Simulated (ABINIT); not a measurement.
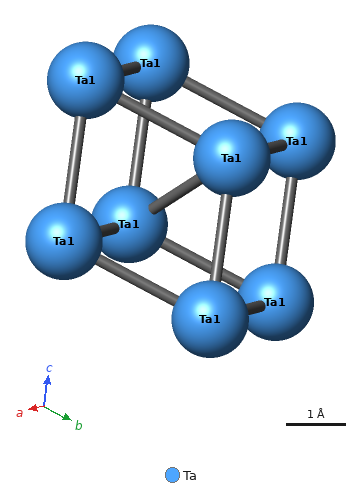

*The input geometry (ball-and-stick view of the cell of the calculation, seen slightly off an axis; atoms are numbered from 1 in the order of the input).*

Near neighbours in the crystal (not all of them lie inside the picture): Ta has 8 Ta at 2.83 Å.

## Phonons q calculation, with input and output: Ta

The run: phonons q calculation of Ta (Im-3m, 1 atom in the cell). Method and program: Kohn-Sham DFT of a periodic cell, PBEsol, PseudoDojo NC SR PBEsol v0.4.1 standard, no spin polarisation (ABINIT 10.8.3).

The structure derives from an entry of the Crystallography Open Database.

Output:
```
.Version 10.8.3 of ABINIT
 DATASET    1 : space group Im -3 m (#229); Bravais cI (body-center cubic)
================================================================================
 Values of the parameters that define the memory need for DATASET  1.
     intxc =       0    ionmov =       0      iscf =       7    lmnmax =       8
     lnmax =       8     mgfft =      27  mpssoang =       4    mqgrid =    3001
     natom =       1  nloc_mem =       1    nspden =       1   nspinor =       1
    nsppol =       1      nsym =      48    n1xccc =    2501    ntypat =       1
    occopt =       3   xclevel =       2
       mpw =         911          nfft =       19683          nkpt =          72
================================================================================
================================================================================

 DATASET    2 : space group Im -3 m (#229); Bravais cI (body-center cubic)
================================================================================
 Values of the parameters that define the memory need for DATASET  2 (RF).
     intxc =       0      iscf =       7    lmnmax =       8     lnmax =       8
     mgfft =      27  mpssoang =       4    mqgrid =    3001     natom =       1
  nloc_mem =       1    nspden =       1   nspinor =       1    nsppol =       1
      nsym =      48    n1xccc =    2501    ntypat =       1    occopt =       3
   xclevel =       2
      nfft =       19683          nkpt =        1728
================================================================================
================================================================================

--------------------------------------------------------------------------------
------------- Echo of variables that govern the present computation ------------
--------------------------------------------------------------------------------
 -outvars: echo values of preprocessed input variables --------
            acell      1.0000000000E+00  1.0000000000E+00  1.0000000000E+00 Bohr
              amu      1.80947900E+02
          chkprim           0
      chksymtnons           0
             ecut      2.90000000E+01 Hartree
           ecutsm      5.00000000E-01 Hartree
           getwfk1          0
           getwfk2          1
                       outvar_i_n : Printing only first  50 k-points.
              ixc     -116133
           jdtset        1    2
                       outvar_i_n : Printing only first  50 k-points.
           kptopt1          1
           kptopt2          3
         kptrlatt       12    0    0      0   12    0      0    0   12
          kptrlen      6.42658409E+01
            natom           1
            nband1         15
            nband2         15
           nbdbuf1          4
           nbdbuf2          2
           ndtset           2
            ngfft          27      27      27
             nkpt1         72
             nkpt2       1728
            nline1          6
            nline2          4
             nqpt1          0
             nqpt2          1
            nstep          80
             nsym          48
           ntypat           1
                       prtocc : prtvol=0, do not print more k-points.
                       prtocc : prtvol=0, do not print more k-points.
           occopt           3
        optdriver1          0
        optdriver2          1
           prtden           0
        prtebands           0
           prteig           0
            prtwf1          1
            prtwf2          0
              qpt1     0.00000000E+00  0.00000000E+00  0.00000000E+00
              qpt2     2.50000000E-01  2.50000000E-01  2.50000000E-01
           rfphon1          0
           rfphon2          1
            rprim     -3.0919917114E+00  3.0919917114E+00  3.0919917114E+00
                       3.0919917114E+00 -3.0919917114E+00  3.0919917114E+00
                       3.0919917114E+00  3.0919917114E+00 -3.0919917114E+00
          spgroup         229
           tolsym      1.00000000E-06
           tolvrs1     1.00000000E-15
           tolvrs2     1.00000000E-09
           tolwfr1     1.00000000E-14
           tolwfr2     0.00000000E+00
           tsmear      3.67493000E-03 Hartree
            typat      1
                       outvars : Printing only first  50 k-points.
            znucl       73.00000

================================================================================

 chkinp: Checking input parameters for consistency, jdtset=   1.

 chkinp: Checking input parameters for consistency, jdtset=   2.

================================================================================
== DATASET  1 ==================================================================

--- !DatasetInfo
iteration_state: {dtset: 1, }
dimensions: {natom: 1, nkpt: 72, mband: 15, nsppol: 1, nspinor: 1, nspden: 1, mpw: 911, }
cutoff_energies: {ecut:  29.0, pawecutdg:  -1.0, }
electrons: {nelect:   1.30000000E+01, charge:   0.00000000E+00, occopt:   3.00000000E+00, tsmear:   3.67493000E-03, }
meta: {optdriver: 0, ionmov: 0, optcell: 0, iscf: 7, paral_kgb: 0, }
...

 Real(R)+Recip(G) space primitive vectors, cartesian coordinates (Bohr,Bohr^-1):
 R(1)= -3.0919917  3.0919917  3.0919917  G(1)=  0.0000000  0.1617081  0.1617081
 R(2)=  3.0919917 -3.0919917  3.0919917  G(2)=  0.1617081  0.0000000  0.1617081
 R(3)=  3.0919917  3.0919917 -3.0919917  G(3)=  0.1617081  0.1617081  0.0000000
 Unit cell volume ucvol=  1.1824287E+02 bohr^3
 Angles (23,13,12)=  1.09471221E+02  1.09471221E+02  1.09471221E+02 degrees

 getcut: wavevector=  0.0000  0.0000  0.0000  ngfft=  27  27  27
         ecut(hartree)=     29.000   => boxcut(ratio)=   2.00563

--- Pseudopotential description ------------------------------------------------
- pspini: atom type   1  psp file is ./Ta.upf
  73.00000  13.00000  180301                  znucl, zion, pspdat
12 -116133 3 -1 1432                          pspcod,pspxc,lmax,lloc,mmax
     nproj     2     2     2     2

   2.82201481E+02                                ecore*ucvol(ha*bohr**3)
--------------------------------------------------------------------------------

================================================================================

--- !BeginCycle
iteration_state: {dtset: 1, }
solver: {iscf: 7, nstep: 80, nline: 6, wfoptalg: 0, }
tolerances: {tolwfr: 1.00E-14, tolvrs: 1.00E-15, }
...

     iter   Etot(hartree)      deltaE(h)  residm     vres2
 ETOT  1  -65.062899671159    -6.506E+01 4.175E-02 1.370E+01
 ETOT  2  -65.082032073271    -1.913E-02 2.198E-06 9.924E-01
 ETOT  3  -65.082297088644    -2.650E-04 1.786E-05 7.826E-04
 ETOT  4  -65.082297323687    -2.350E-07 1.708E-08 2.810E-06
 ETOT  5  -65.082297324422    -7.350E-10 4.803E-11 9.469E-09
 ETOT  6  -65.082297324424    -1.634E-12 1.864E-13 1.179E-11
 ETOT  7  -65.082297324425    -1.421E-12 9.857E-15 3.076E-13
 ETOT  8  -65.082297324424     1.563E-12 9.294E-15 4.537E-15
 ETOT  9  -65.082297324424     9.948E-14 9.324E-15 1.229E-16

 At SCF step    9  max residual=  9.32E-15 < tolwfr=  1.00E-14 AND vres2   =  1.23E-16 < tolvrs=  1.00E-15 =>converged.

 Cartesian components of stress tensor (hartree/bohr^3)
  sigma(1 1)= -4.86035150E-05  sigma(3 2)=  0.00000000E+00
  sigma(2 2)= -4.86035150E-05  sigma(3 1)=  0.00000000E+00
  sigma(3 3)= -4.86035150E-05  sigma(2 1)=  0.00000000E+00

--- !ResultsGS
iteration_state: {dtset: 1, }
comment   : Summary of ground state results
lattice_vectors:
- [ -3.0919917,   3.0919917,   3.0919917, ]
- [  3.0919917,  -3.0919917,   3.0919917, ]
- [  3.0919917,   3.0919917,  -3.0919917, ]
lattice_lengths: [   5.35549,    5.35549,    5.35549, ]
lattice_angles: [109.471, 109.471, 109.471, ] # degrees, (23, 13, 12)
lattice_volume:   1.1824287E+02
convergence: {deltae:  9.948E-14, res2:  1.229E-16, residm:  9.324E-15, diffor: null, }
etotal    :  -6.50822973E+01
entropy   :   0.00000000E+00
fermie    :   5.10021575E-01
cartesian_stress_tensor: # hartree/bohr^3
- [ -4.86035150E-05,   0.00000000E+00,   0.00000000E+00, ]
- [  0.00000000E+00,  -4.86035150E-05,   0.00000000E+00, ]
- [  0.00000000E+00,   0.00000000E+00,  -4.86035150E-05, ]
pressure_GPa:   1.4300E+00
xred      :
- [  0.0000E+00,   0.0000E+00,   0.0000E+00, Ta]
cartesian_forces: # hartree/bohr
- [ -0.00000000E+00,  -0.00000000E+00,  -0.00000000E+00, ]
force_length_stats: {min:   0.00000000E+00, max:   0.00000000E+00, mean:   0.00000000E+00, }
...

 Integrated electronic density in atomic spheres:
 ------------------------------------------------
 Atom  Sphere_radius  Integrated_density
    1        2.00000          9.30046560
================================================================================

 ----iterations are completed or convergence reached----

 Mean square residual over all n,k,spin=   75.185E-17; max=  93.240E-16
 reduced coordinates (array xred) for    1 atoms
       0.000000000000      0.000000000000      0.000000000000
 rms dE/dt=  0.0000E+00; max dE/dt=  0.0000E+00; dE/dt below (all hartree)
    1       0.000000000000      0.000000000000      0.000000000000

 cartesian coordinates (angstrom) at end:
    1      0.00000000000000     0.00000000000000     0.00000000000000

 cartesian forces (hartree/bohr) at end:
    1     -0.00000000000000    -0.00000000000000    -0.00000000000000
 frms,max,avg= 0.0000000E+00 0.0000000E+00   0.000E+00  0.000E+00  0.000E+00 h/b

 cartesian forces (eV/Angstrom) at end:
    1     -0.00000000000000    -0.00000000000000    -0.00000000000000
 frms,max,avg= 0.0000000E+00 0.0000000E+00   0.000E+00  0.000E+00  0.000E+00 e/A
 length scales=  1.000000000000  1.000000000000  1.000000000000 bohr
              =  0.529177210544  0.529177210544  0.529177210544 angstroms
 Fermi (or HOMO) energy (hartree) =   0.51002   Average Vxc (hartree)=  -0.49234
 Eigenvalues (hartree) for nkpt=  72  k points:
 kpt#   1, nband= 15, wtk=  0.00058, kpt=  0.0000  0.0000  0.0000 (reduced coord)
  -1.95346   -0.69925   -0.69925   -0.69925    0.21493    0.53642    0.53642    0.53642
   0.66024    0.66024    1.05080    1.05080    1.05080    1.47966    1.47966
      occupation numbers for kpt#   1
   2.00000    2.00000    2.00000    2.00000    2.00000    0.00152    0.00152    0.00152
   0.00000    0.00000    0.00000    0.00000    0.00000    0.00000    0.00000
 prteigrs : prtvol=0 or 1, do not print more k-points.

--- !EnergyTerms
iteration_state     : {dtset: 1, }
comment             : Components of total free energy in Hartree
kinetic             :  1.72043574910199E+01
hartree             :  7.16780413083129E+00
xc                  : -1.47213782800983E+01
Ewald energy        : -4.97276925662105E+01
psp_core            :  2.38662581265669E+00
local_psp           : -3.19377556340643E+01
non_local_psp       :  4.54737810709907E+00
internal            : -6.50806609387661E+01
'-kT*entropy'       : -1.63638565761758E-03
total_energy        : -6.50822973244237E+01
total_energy_eV     : -1.77097953027067E+03
band_energy         : -6.06375882742906E+00
...

 Cartesian components of stress tensor (hartree/bohr^3)
  sigma(1 1)= -4.86035150E-05  sigma(3 2)=  0.00000000E+00
  sigma(2 2)= -4.86035150E-05  sigma(3 1)=  0.00000000E+00
  sigma(3 3)= -4.86035150E-05  sigma(2 1)=  0.00000000E+00

-Cartesian components of stress tensor (GPa)         [Pressure=  1.4300E+00 GPa]
- sigma(1 1)= -1.42996478E+00  sigma(3 2)=  0.00000000E+00
- sigma(2 2)= -1.42996478E+00  sigma(3 1)=  0.00000000E+00
- sigma(3 3)= -1.42996478E+00  sigma(2 1)=  0.00000000E+00

================================================================================
== DATASET  2 ==================================================================

--- !DatasetInfo
iteration_state: {dtset: 2, }
dimensions: {natom: 1, nkpt: 1728, mband: 15, nsppol: 1, nspinor: 1, nspden: 1, mpw: 935, }
cutoff_energies: {ecut:  29.0, pawecutdg:  -1.0, }
electrons: {nelect:   1.30000000E+01, charge:   0.00000000E+00, occopt:   3.00000000E+00, tsmear:   3.67493000E-03, }
meta: {optdriver: 1, rfphon: 1, }
...

 mkfilename : getwfk/=0, take file _WFK from output of DATASET   1.

 Real(R)+Recip(G) space primitive vectors, cartesian coordinates (Bohr,Bohr^-1):
 R(1)= -3.0919917  3.0919917  3.0919917  G(1)=  0.0000000  0.1617081  0.1617081
 R(2)=  3.0919917 -3.0919917  3.0919917  G(2)=  0.1617081  0.0000000  0.1617081
 R(3)=  3.0919917  3.0919917 -3.0919917  G(3)=  0.1617081  0.1617081  0.0000000
 Unit cell volume ucvol=  1.1824287E+02 bohr^3
 Angles (23,13,12)=  1.09471221E+02  1.09471221E+02  1.09471221E+02 degrees
 setup1 : take into account q-point for computing boxcut.

 getcut: wavevector=  0.2500  0.2500  0.2500  ngfft=  27  27  27
         ecut(hartree)=     29.000   => boxcut(ratio)=   1.96416

--- Pseudopotential description ------------------------------------------------
- pspini: atom type   1  psp file is ./Ta.upf
  73.00000  13.00000  180301                  znucl, zion, pspdat
12 -116133 3 -1 1432                          pspcod,pspxc,lmax,lloc,mmax
     nproj     2     2     2     2

--------------------------------------------------------------------------------

 ==>  initialize data related to q vector <==

 The list of irreducible perturbations for this q vector is:
    1)    idir= 1    ipert=   1

================================================================================

 The perturbation idir=   2  ipert=   1 is
 symmetric of a previously calculated perturbation.
 So, its SCF calculation is not needed.

 The perturbation idir=   3  ipert=   1 is
 symmetric of a previously calculated perturbation.
 So, its SCF calculation is not needed.

--------------------------------------------------------------------------------
 Perturbation wavevector (in red.coord.)   0.250000  0.250000  0.250000
 Perturbation : displacement of atom   1   along direction   1
 Found     2 symmetries that leave the perturbation invariant.
 symkpt : the number of k-points, thanks to the symmetries,
 is reduced to   936 .

--------------------------------------------------------------------------------

--------------------------------------------------------------------------------

 dfpt_looppert : total number of electrons, from k and k+q
  fully or partially occupied states are    1.300000E+01 and    1.300000E+01.
 Initialisation of the first-order wave-functions :
  ireadwf=   0

--- !BeginCycle
iteration_state: {dtset: 2, }
solver: {iscf: 7, nstep: 80, nline: 4, wfoptalg: 0, }
tolerances: {tolvrs: 1.00E-09, }
...

     iter   2DEtotal(Ha)        deltaE(Ha) residm    vres2
-ETOT  1   5.4545730806256     -1.345E+03 3.784E+00 6.669E+03
 ETOT  2   3.5901288560377     -1.864E+00 5.258E-02 6.789E+02
 ETOT  3   3.3805166031444     -2.096E-01 1.631E-03 1.456E+00
 ETOT  4   3.3798932610894     -6.233E-04 1.613E-05 1.125E-02
 ETOT  5   3.3798852941260     -7.967E-06 3.231E-07 1.696E-04
 ETOT  6   3.3798853673321      7.321E-08 4.146E-09 4.472E-04
 ETOT  7   3.3798852133665     -1.540E-07 1.626E-10 5.349E-06
 ETOT  8   3.3798852114579     -1.909E-09 2.235E-12 5.725E-10

 At SCF step    8       vres2   =  5.73E-10 < tolvrs=  1.00E-09 =>converged.
================================================================================

 ----iterations are completed or convergence reached----

 Mean square residual over all n,k,spin=   66.449E-15; max=  22.349E-13

 2DEtotal=    0.3379885211E+01 Ha. Also 2DEtotal=    0.919713619561E+02 eV
    (2DErelax=   -1.3472219679E+03 Ha. 2DEnonrelax=    1.3506018531E+03 Ha)
    (  non-var. 2DEtotal :    3.3798905987E+00 Ha)

================================================================================

 ---- first-order wavefunction calculations are completed ----

 ==> Compute Derivative Database <==

  Dynamical matrix, in cartesian coordinates,
   if specified in the inputs, asr has been imposed
     j1       j2             matrix element
  dir pert dir pert     real part    imaginary part

   1    1   1    1         0.1178432594        -0.0000007496

   2    1   2    1         0.1178432594        -0.0000007496

   3    1   3    1         0.1178432594        -0.0000007496

  Phonon wavevector (reduced coordinates) :  0.25000  0.25000  0.25000
 Phonon energies in Hartree :
   5.977169E-04  5.977169E-04  5.977169E-04
 Phonon frequencies in cm-1    :
   1.311837E+02  1.311837E+02  1.311837E+02

== END DATASET(S) ==============================================================
================================================================================

 -outvars: echo values of variables after computation  --------
            acell      1.0000000000E+00  1.0000000000E+00  1.0000000000E+00 Bohr
           etotal1    -6.5082297324E+01
           etotal2     3.3798852115E+00
            fcart1    -0.0000000000E+00 -0.0000000000E+00 -0.0000000000E+00
            fcart2     0.0000000000E+00  0.0000000000E+00  0.0000000000E+00
            rprim     -3.0919917114E+00  3.0919917114E+00  3.0919917114E+00
                       3.0919917114E+00 -3.0919917114E+00  3.0919917114E+00
                       3.0919917114E+00  3.0919917114E+00 -3.0919917114E+00
           strten1    -4.8603514987E-05 -4.8603514987E-05 -4.8603514987E-05
                       0.0000000000E+00  0.0000000000E+00  0.0000000000E+00
           strten2     0.0000000000E+00  0.0000000000E+00  0.0000000000E+00
                       0.0000000000E+00  0.0000000000E+00  0.0000000000E+00
 Calculation completed.
```

The run was set up as follows.

Input:
```
ndtset 2

pp_dirpath "./"
pseudos "Ta.upf"

acell 3*1.0
rprim
    -3.0919917114     3.0919917114     3.0919917114
     3.0919917114    -3.0919917114     3.0919917114
     3.0919917114     3.0919917114    -3.0919917114
ntypat 1
znucl 73
natom 1
typat 1
chkprim 0
chksymtnons 0
tolsym 1.0e-6
xred
            0.0            0.0            0.0

ecut 29.0
ecutsm 0.5

ngkpt 12 12 12
nshiftk 1
shiftk 0.0 0.0 0.0

ixc -116133

nband 15
occopt 3
tsmear 0.00367493

nstep 80

prteig 0
prtebands 0
prtwf 0
prtden 0
prtpot 0

kptopt1 1
tolvrs1 1.0e-15
prtwf1 1
tolwfr1 1.0e-14
nbdbuf1 4
nline1 6

rfphon2 1
rfatpol2 1 1
rfdir2 1 1 1
getwfk2 1
kptopt2 3
nqpt2 1
qpt2 1/4 1/4 1/4
tolvrs2 1.0e-9
```

Launched with:
```bash
abinit run.abi > log 2>&1
```

Summary:

```json
{"quantity": "outcome", "value": "converged"}
{"quantity": "space group (tolerance 0.01 Å)", "value": "Im-3m (229)"}
{"quantity": "electrons treated", "value": "13"}
{"quantity": "free energy", "value": "−1770.9795 eV"}
{"quantity": "Fermi energy of the self-consistent step", "value": "13.878 eV"}
{"quantity": "gap on the k-point mesh", "value": "none (metallic)"}
{"quantity": "pressure", "value": "1.43 GPa"}
{"quantity": "largest force (length of the vector)", "value": "under 0.001 eV/Å"}
{"quantity": "hardware", "value": "1 thread of Arm Neoverse V2, 24 GiB of memory available, shared host"}
{"quantity": "wall time", "value": "4.1 min"}
{"quantity": "peak memory", "value": "0.68 GiB"}
```

Remarks:

Further notes kept with the run: chneut/=0 not allowed with q/=0 => chneut reset to 0 locally; asr/=0 not allowed with q/=0 => asr reset to 0 locally. Spin–orbit coupling is left out, which matters for Ta.
